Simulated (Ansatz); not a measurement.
## H: geometry relaxation (part 2 of 2)

The same run, continued: H (Cmcm, 4 atoms in the cell); DFT PBE, scalar-relativistic, plane waves, PAW, no spin polarisation (Ansatz 0.2.0); cutoff 420 eV, 8×8×4 k-mesh, Gaussian smearing of 0.02 eV. The structure derives from a Materials Project entry.

Geometry of the input (Å; fractional positions):
```
1.6485  -2.7317  0.0000
1.6485  2.7317  0.0000
0.0000  0.0000  6.3138
H  0.5678  0.4322  0.9995
H  0.4322  0.5678  0.0005
H  0.4322  0.5678  0.4995
H  0.5678  0.4322  0.5005
```

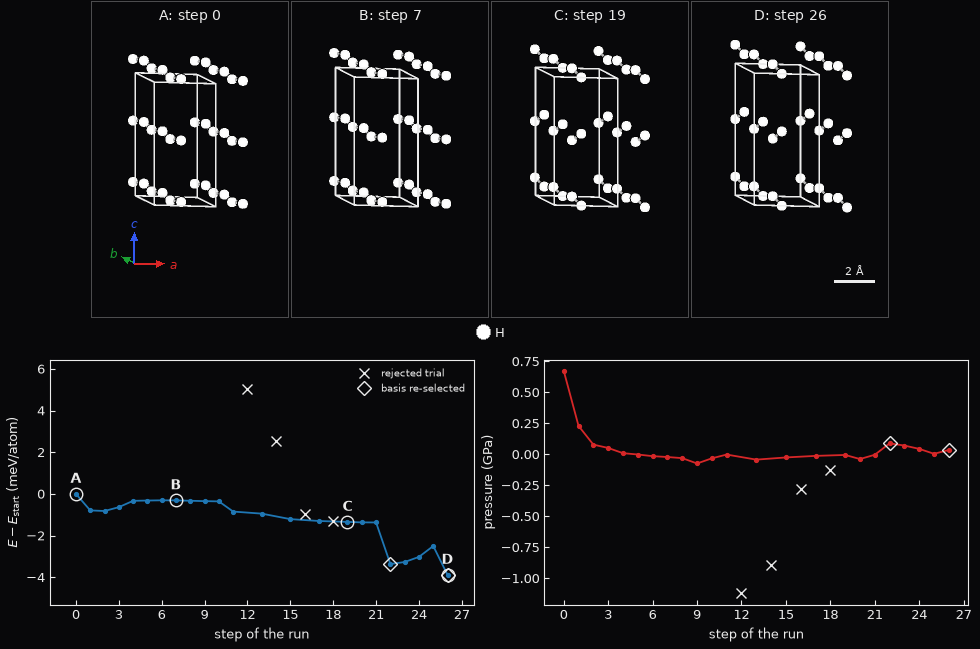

Frames of the relaxation (ball-and-stick view of the cell of the calculation, repeated 2 × 3 × 1, seen slightly off an axis) above the curves, on which the letters mark them (the first geometry is step 0 here and step 1 in the log).

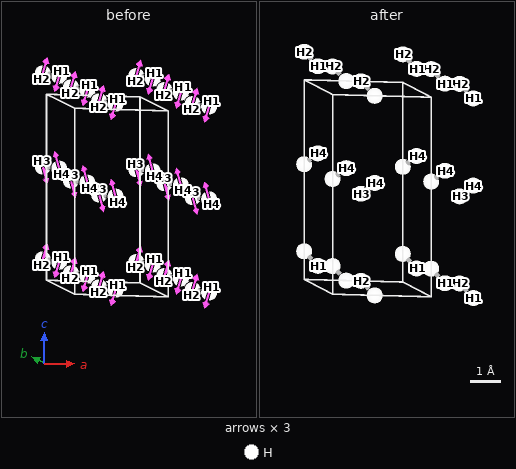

Before (left) and after (right) the relaxation, at one scale (ball-and-stick view of the cell of the calculation, repeated 2 × 3 × 1, seen slightly off an axis). The pink arrows give the displacements (without the part carried along by the change of the cell), magnified 3 times. The largest moves relative to the cell, 0.23 Å, are those of H1, H2, H3 and H4. The volume changes by +20.5 %, with a = b 3.191 → 3.358 Å (+5.2 %), c 6.314 → 6.776 Å (+7.3 %), γ 117.8° → 116.3°. Distances before and after: H1–H2 0.741 → 0.750 Å. The space group stays Cmcm (No. 63). The energy falls by 2.5 meV per atom in 24 geometry steps. The largest force component goes from 0.32 to 0.0018 eV/Å. Pressure: 0.67 GPa at the start and 0.04 GPa at the end. The line search rejected the trial steps at points 12, 14, 16, 18 (counted from 0) and went back. 1 further SCF at an unchanged geometry re-selected the plane-wave basis for the new cell. The energy change given includes the shifts at the re-selections in mid-walk, which come without any move. A last SCF at the same geometry on a re-selected plane-wave basis shifts the energy by −1.4 meV per atom. (Atoms are counted from 1 in the order of the input.)

```
basis re-selected at this cell: Δ(F+E_penalty+E_count) = -5.545e-3 eV, ΔP = +0.031 GPa vs the last step (what re-selecting the basis moved, of the pressure what is left beyond the Pulay correction that the steps carried, after the strain that the cell walked since its last selection, with what the two solves' SCF thresholds leave and, on support functions, any second-order correction that the steps lacked; it is no measure of the basis error at this ecutwfc). The dense FFT grid was sized anew with the basis: this SCF ran on 24×24×48 points, the steps before it on 24×24×45, so part of this shift can come from that change (see relax.cell in the input reference). This SCF's stress stands 4.42e-2 GPa from its target on what of the cell is left free (relax.cell.stress_tol is 5.00e-2 GPa) and its largest allowed force component is 1.79e-3 eV/Å (relax.f_tol is 5.00e-3 eV/Å): within both
SCF converged after 6 iterations
Free energy (F): -63.518789 eV
Harris-Foulkes:  -63.518789 eV  (|F-HF|=8.56e-9)
Internal energy: -63.518789 eV  (E = F + TS)
E sigma→0 (E₀):  -63.518789 eV
Fermi energy:    -4.360779 eV
--- Per-component energies (eV) ---
  E_band       = -37.158489
  E_kinetic    = 53.576168
  E_local      = -100.825957  (includes V_loc(G=0)·N_el)
  E_nonlocal   = 6.756349
  E_hartree    = 25.634653
  E_xc         = -35.118123
  E_vxc        = -45.107564  (∫ρ·V_xc dr)
  E_paw        = -2.280498  (= ΣΔE_a)
  E_vpaw       = -2.821743  (= ΣTr[D̂ρ^β])
  E_aug_tail   = -0.005092  (compensation charges beyond the density's cutoff)
  E_ewald      = -11.256289
  E_smearing   = -0.000000  (= −TS)
  E_closure    = 0.000000  (closes the sum)
  Σ components = -63.518789   (vs F -63.518789, Δ=0.00e0)
--- Forces (eV/Å), atoms counted from 1 ---
  atom   1  H     -0.00000000    -0.00178558    -0.00119768
  atom   2  H      0.00000000     0.00178558     0.00119768
  atom   3  H      0.00000000     0.00178558    -0.00119768
  atom   4  H     -0.00000000    -0.00178558     0.00119768
  max |Σ_I F_I| component: 2.17e-19 eV/Å
--- Stress (GPa, compression-positive) ---
        0.037059      -0.000000       0.000000
       -0.000000       0.023797      -0.000000
        0.000000      -0.000000       0.044172
  P = ⅓ Tr σ = 0.0350 GPa (0.350 kbar)
--- Band table (eV; the first three rows and the last of 63) ---
  k-point 0: bands = ["-10.1221", "-9.5858", "0.0434", "2.8075", "6.3586", "6.8585"]
  k-point 1: bands = ["-10.0512", "-9.6729", "0.3953", "2.3387", "6.2901", "6.6702"]
  k-point 2: bands = ["-9.8699", "-9.8699", "1.3069", "1.3069", "6.3802", "6.3802"]
  k-point 62: bands = ["-8.9540", "-8.9540", "0.8937", "0.8937", "5.1002", "5.1002"]
--- Relaxed structure (25 steps of the walk, 21 accepted, 2 SCFs on fresh bases) ---
  F+E_penalty+E_count = -63.51878925 eV   max|allowed force component| = 1.786e-3 eV/Å   (the final SCF, on the basis selected at the relaxed cell)
  cell:  # Å, volume = 68.5037 Å³
    - [1.7729926622346515, -2.851231177198074, 0.0]
    - [1.7729926622346515, 2.851231177198074, 0.0]
    - [0.0, 0.0, 6.775553255787593]
  atoms:
    - { symbol: H, position: [0.5539446125852769, 0.4460553874147231, 0.968284520821373] }
    - { symbol: H, position: [0.4460553874147231, 0.5539446125852769, 0.03171547917862661] }
    - { symbol: H, position: [0.4460553874147231, 0.5539446125852769, 0.46828452082137334] }
    - { symbol: H, position: [0.5539446125852769, 0.4460553874147231, 0.5317154791786265] }
```

### Trajectory as extended XYZ (Å, eV, eV/Å), 18 of the 27 frames kept, from step=1 to step=27
```
4
Lattice="1.6485 -2.7317 0.0000 1.6485 2.7317 0.0000 0.0000 0.0000 6.3138" Properties=species:S:1:pos:R:3:forces:R:3 step=1 energy=-63.50324 pressure_GPa=0.67
H     1.6485   -0.3705    6.3107    0.0000  -0.3174  -0.0029
H     1.6485    0.3705    0.0031    0.0000   0.3174   0.0029
H     1.6485    0.3705    3.1538    0.0000   0.3174  -0.0029
H     1.6485   -0.3705    3.1599    0.0000  -0.3174   0.0029
4
Lattice="1.6736 -2.7626 0.0000 1.6736 2.7626 0.0000 0.0000 0.0000 6.3959" Properties=species:S:1:pos:R:3:forces:R:3 step=3 energy=-63.50653 pressure_GPa=0.08
H     1.6736   -0.3758    6.3920    0.0000   0.0533   0.0002
H     1.6736    0.3758    0.0039    0.0000  -0.0533  -0.0002
H     1.6736    0.3758    3.1941    0.0000  -0.0533   0.0002
H     1.6736   -0.3758    3.2018    0.0000   0.0533  -0.0002
4
Lattice="1.7065 -2.7961 0.0000 1.7065 2.7961 0.0000 0.0000 0.0000 6.4973" Properties=species:S:1:pos:R:3:forces:R:3 step=4 energy=-63.50579 pressure_GPa=0.05
H     1.7065   -0.3751    6.4934    0.0000   0.0004  -0.0003
H     1.7065    0.3751    0.0040    0.0000  -0.0004   0.0003
H     1.7065    0.3751    3.2447    0.0000  -0.0004  -0.0003
H     1.7065   -0.3751    3.2526    0.0000   0.0004   0.0003
4
Lattice="1.7273 -2.8134 0.0000 1.7273 2.8134 0.0000 0.0000 0.0000 6.5611" Properties=species:S:1:pos:R:3:forces:R:3 step=6 energy=-63.50452 pressure_GPa=-0.00
H     1.7273   -0.3751    6.5563    0.0000  -0.0009  -0.0004
H     1.7273    0.3751    0.0047    0.0000   0.0009   0.0004
H     1.7273    0.3751    3.2758    0.0000   0.0009  -0.0004
H     1.7273   -0.3751    3.2853    0.0000  -0.0009   0.0004
4
Lattice="1.7299 -2.8094 0.0000 1.7299 2.8094 0.0000 0.0000 0.0000 6.5671" Properties=species:S:1:pos:R:3:forces:R:3 step=7 energy=-63.50447 pressure_GPa=-0.01
H     1.7299   -0.3752    6.5611    0.0000   0.0083  -0.0004
H     1.7299    0.3752    0.0061    0.0000  -0.0083   0.0004
H     1.7299    0.3752    3.2775    0.0000  -0.0083  -0.0004
H     1.7299   -0.3752    3.2896    0.0000   0.0083   0.0004
4
Lattice="1.7371 -2.7904 0.0000 1.7371 2.7904 0.0000 0.0000 0.0000 6.5794" Properties=species:S:1:pos:R:3:forces:R:3 step=9 energy=-63.50456 pressure_GPa=-0.03
H     1.7371   -0.3751    6.5613    0.0000   0.0223  -0.0004
H     1.7371    0.3751    0.0180    0.0000  -0.0223   0.0004
H     1.7371    0.3751    3.2716    0.0000  -0.0223  -0.0004
H     1.7371   -0.3751    3.3077    0.0000   0.0223   0.0004
4
Lattice="1.7428 -2.7754 0.0000 1.7428 2.7754 0.0000 0.0000 0.0000 6.5873" Properties=species:S:1:pos:R:3:forces:R:3 step=10 energy=-63.50463 pressure_GPa=-0.07
H     1.7428   -0.3744    6.5525    0.0000   0.0580   0.0026
H     1.7428    0.3744    0.0348    0.0000  -0.0580  -0.0026
H     1.7428    0.3744    3.2588    0.0000  -0.0580   0.0026
H     1.7428   -0.3744    3.3284    0.0000   0.0580  -0.0026
4
Lattice="1.7344 -2.7856 0.0000 1.7344 2.7856 0.0000 0.0000 0.0000 6.5707" Properties=species:S:1:pos:R:3:forces:R:3 step=12 energy=-63.50663 pressure_GPa=-0.00
H     1.7344   -0.3571    6.4555    0.0000   0.0027  -0.0057
H     1.7344    0.3571    0.1152    0.0000  -0.0027   0.0057
H     1.7344    0.3571    3.1701    0.0000  -0.0027  -0.0057
H     1.7344   -0.3571    3.4005    0.0000   0.0027   0.0057
4
Lattice="1.7472 -2.7652 0.0000 1.7472 2.7652 0.0000 0.0000 0.0000 6.5925" Properties=species:S:1:pos:R:3:forces:R:3 step=13 energy=-63.48318 pressure_GPa=-1.12 accepted=F
H     1.7472   -0.3529    6.4292    0.0000   0.7853   0.3579
H     1.7472    0.3529    0.1633    0.0000  -0.7853  -0.3579
H     1.7472    0.3529    3.1329    0.0000  -0.7853   0.3579
H     1.7472   -0.3529    3.4596    0.0000   0.7853  -0.3579
4
Lattice="1.7312 -2.8184 0.0000 1.7312 2.8184 0.0000 0.0000 0.0000 6.5749" Properties=species:S:1:pos:R:3:forces:R:3 step=15 energy=-63.49305 pressure_GPa=-0.89 accepted=F
H     1.7312   -0.3236    6.3649    0.0000   0.5723   0.3700
H     1.7312    0.3236    0.2100    0.0000  -0.5723  -0.3700
H     1.7312    0.3236    3.0775    0.0000  -0.5723   0.3700
H     1.7312   -0.3236    3.4974    0.0000   0.5723  -0.3700
4
Lattice="1.7282 -2.7916 0.0000 1.7282 2.7916 0.0000 0.0000 0.0000 6.5760" Properties=species:S:1:pos:R:3:forces:R:3 step=16 energy=-63.50808 pressure_GPa=-0.03
H     1.7282   -0.3332    6.4030    0.0000   0.0164   0.0038
H     1.7282    0.3332    0.1730    0.0000  -0.0164  -0.0038
H     1.7282    0.3332    3.1150    0.0000  -0.0164   0.0038
H     1.7282   -0.3332    3.4610    0.0000   0.0164  -0.0038
4
Lattice="1.7245 -2.7913 0.0000 1.7245 2.7913 0.0000 0.0000 0.0000 6.5799" Properties=species:S:1:pos:R:3:forces:R:3 step=18 energy=-63.50844 pressure_GPa=-0.01
H     1.7245   -0.3249    6.3919    0.0000   0.0084   0.0014
H     1.7245    0.3249    0.1879    0.0000  -0.0084  -0.0014
H     1.7245    0.3249    3.1020    0.0000  -0.0084   0.0014
H     1.7245   -0.3249    3.4779    0.0000   0.0084  -0.0014
4
Lattice="1.7187 -2.7914 0.0000 1.7187 2.7914 0.0000 0.0000 0.0000 6.5857" Properties=species:S:1:pos:R:3:forces:R:3 step=19 energy=-63.50849 pressure_GPa=-0.12 accepted=F
H     1.7187   -0.3126    6.3755    0.0000   0.0831   0.0551
H     1.7187    0.3126    0.2102    0.0000  -0.0831  -0.0551
H     1.7187    0.3126    3.0827    0.0000  -0.0831   0.0551
H     1.7187   -0.3126    3.5030    0.0000   0.0831  -0.0551
4
Lattice="1.7193 -2.7918 0.0000 1.7193 2.7918 0.0000 0.0000 0.0000 6.5879" Properties=species:S:1:pos:R:3:forces:R:3 step=21 energy=-63.50871 pressure_GPa=-0.04
H     1.7193   -0.3117    6.3782    0.0000   0.0255   0.0163
H     1.7193    0.3117    0.2097    0.0000  -0.0255  -0.0163
H     1.7193    0.3117    3.0843    0.0000  -0.0255   0.0163
H     1.7193   -0.3117    3.5036    0.0000   0.0255  -0.0163
4
Lattice="1.7197 -2.7923 0.0000 1.7197 2.7923 0.0000 0.0000 0.0000 6.5871" Properties=species:S:1:pos:R:3:forces:R:3 step=22 energy=-63.50872 pressure_GPa=-0.00
H     1.7197   -0.3103    6.3761    0.0000   0.0021   0.0008
H     1.7197    0.3103    0.2110    0.0000  -0.0021  -0.0008
H     1.7197    0.3103    3.0826    0.0000  -0.0021   0.0008
H     1.7197   -0.3103    3.5045    0.0000   0.0021  -0.0008
4
Lattice="1.7313 -2.8049 0.0000 1.7313 2.8049 0.0000 0.0000 0.0000 6.6214" Properties=species:S:1:pos:R:3:forces:R:3 step=24 energy=-63.51632 pressure_GPa=0.07
H     1.7313   -0.3094    6.4090    0.0000   0.0019   0.0010
H     1.7313    0.3094    0.2123    0.0000  -0.0019  -0.0010
H     1.7313    0.3094    3.0983    0.0000  -0.0019   0.0010
H     1.7313   -0.3094    3.5230    0.0000   0.0019  -0.0010
4
Lattice="1.7487 -2.8247 0.0000 1.7487 2.8247 0.0000 0.0000 0.0000 6.6845" Properties=species:S:1:pos:R:3:forces:R:3 step=25 energy=-63.51533 pressure_GPa=0.04
H     1.7487   -0.3086    6.4711    0.0000  -0.0015  -0.0012
H     1.7487    0.3086    0.2134    0.0000   0.0015   0.0012
H     1.7487    0.3086    3.1288    0.0000   0.0015  -0.0012
H     1.7487   -0.3086    3.5556    0.0000  -0.0015   0.0012
4
Lattice="1.7730 -2.8512 0.0000 1.7730 2.8512 0.0000 0.0000 0.0000 6.7756" Properties=species:S:1:pos:R:3:forces:R:3 step=27 energy=-63.51879 pressure_GPa=0.04
H     1.7730   -0.3076    6.5607    0.0000  -0.0018  -0.0012
H     1.7730    0.3076    0.2149    0.0000   0.0018   0.0012
H     1.7730    0.3076    3.1729    0.0000   0.0018  -0.0012
H     1.7730   -0.3076    3.6027    0.0000  -0.0018   0.0012
```

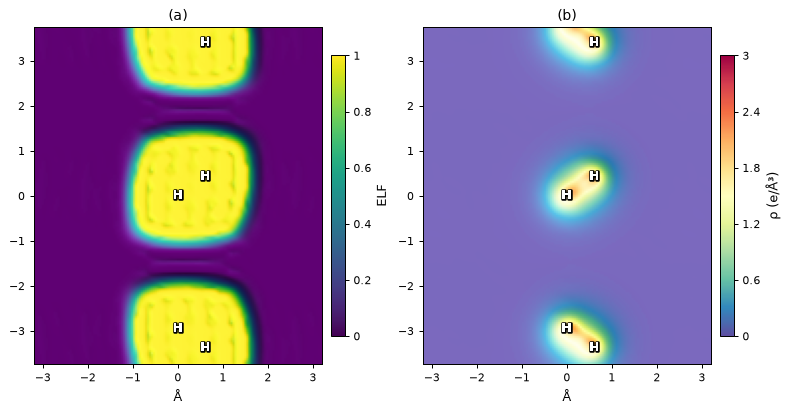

(a) ELF; (b) valence electron density on the (100) plane of the conventional cell. The plane passes through H nuclei. The density dies away to nearly zero in the voids. The fields are those of the smooth PAW valence density.

### Key numbers

| quantity | value |
| --- | --- |
| outcome | converged |
| space group (tolerance 0.01 Å) | Cmcm (63) |
| electrons treated | 4 |
| free energy | −63.5188 eV |
| Fermi energy | −4.361 eV |
| gap on the k-point mesh | 8.81 eV |
| pressure | 0.04 GPa |
| final volume | 68.50 Å³ |
| largest force (length of the vector) at the end | 0.002 eV/Å |
| final cell | a = 3.358 Å, b = 3.358 Å, c = 6.776 Å, α = 90.00°, β = 90.00°, γ = 116.25° |
| hardware | 1 thread of Intel Xeon (Granite Rapids), 64 GiB of memory available, shared host |
| wall time | 25 s |
| peak memory | 0.36 GiB |
